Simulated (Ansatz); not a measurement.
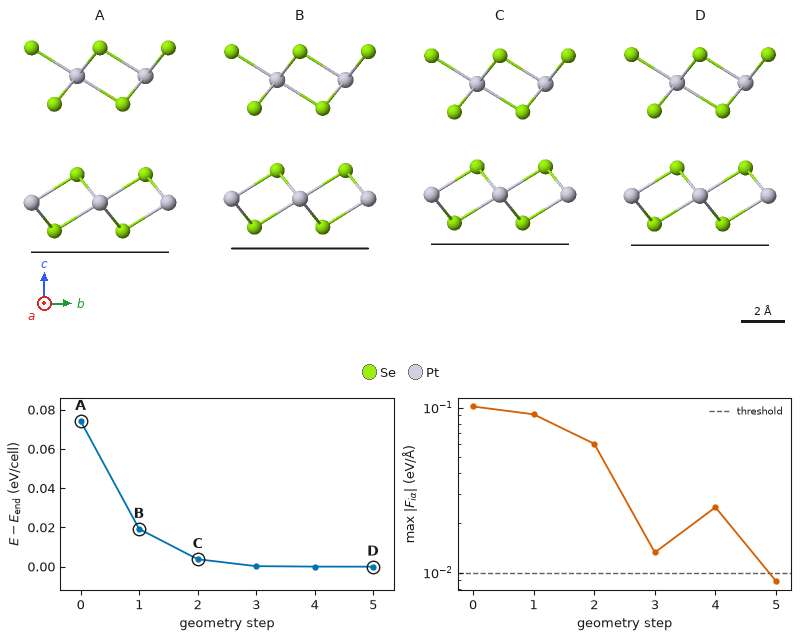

Frames of a constrained relaxation of a slab of composition PtSe$_{2}$, marked on the history of the run. Style: ball-and-stick. Shown: the 2 × 2 repeat of the cell, outlined in the plane, without the vacuum, along the a axis.

Case: bilayer, upper layer turned by 180 degrees and shifted by (0.333, 0.667).

The calculation used Ansatz, DFT PBE+D3(BJ), scalar-relativistic, plane waves, PAW.

The input:
```yaml
crystal:
  lattice:
    - [3.7068661496, 0.0, 0.0]
    - [-1.8534330748, 3.210240254, 0.0]
    - [0.0, 0.0, 43.197713335]
  atoms:
    - { symbol: Se, position: [0.6666666667, 0.3333333333, 0.4004709277] }
    - { symbol: Pt, position: [0.0, 0.0, 0.4311372307] }
    - { symbol: Se, position: [0.3333333333, 0.6666666667, 0.4618035337] }
    - { symbol: Se, position: [0.6666666667, 0.3333333333, 0.5381964663] }
    - { symbol: Pt, position: [0.3333333333, 0.6666666667, 0.5688627693] }
    - { symbol: Se, position: [0.0, 0.0, 0.5995290723] }
  periodic: [true, true, false]
basis:
  ecutwfc: 420
kpoints:
  mp_grid: { grid: [12, 12, 1] }
  band_path:
    path:
      - [0, 0, 0]
      - [0.5, 0, 0]
      - [0.3333333333333, 0.3333333333333, 0]
      - [0, 0, 0]
    npoints: 8
hamiltonian:
  xc: pbe
  dispersion: d3bj
scf:
  occupations: { method: gaussian, width: 0.02 }
output:
  forces: true
  stress: true
  eigenvalues: true
relax:
  adjacent_minimum: "off"
  f_tol: 0.01
  max_steps: 50
  constraints: [{ sites: [0, 3], fix: xy }]
```

Run as
```bash
ansatz run input.yaml --threads 2 --pin off --max-ram 5120MiB --backend cpu --events-out ev --progress --plain --runs-dir out
```

Q: Describe the path.

A: After 5 geometry steps the energy has fallen by 74.3 meV per cell of the calculation. Largest force component: 0.1 eV/Å at the start, 0.0089 eV/Å at the end. The largest moves relative to the layer's centre, 0.32 Å, are those of Pt2 and Pt5. Pt2 goes along the normal (+c). By element the largest moves are Pt 0.32 Å, Se 0.32 Å. The cell doesn't change. Some distances before and after: Pt2–Se3 2.517 → 2.510 Å. From step 0 to 1: Pt and Se atoms move most (0.19 Å), energy −55.0 meV per cell of the calculation. From step 1 to 2: Se atoms move most (0.20 Å), energy −15.4 meV per cell of the calculation. From step 2 to 5: Se atoms move most (0.05 Å), energy −3.8 meV per cell of the calculation.
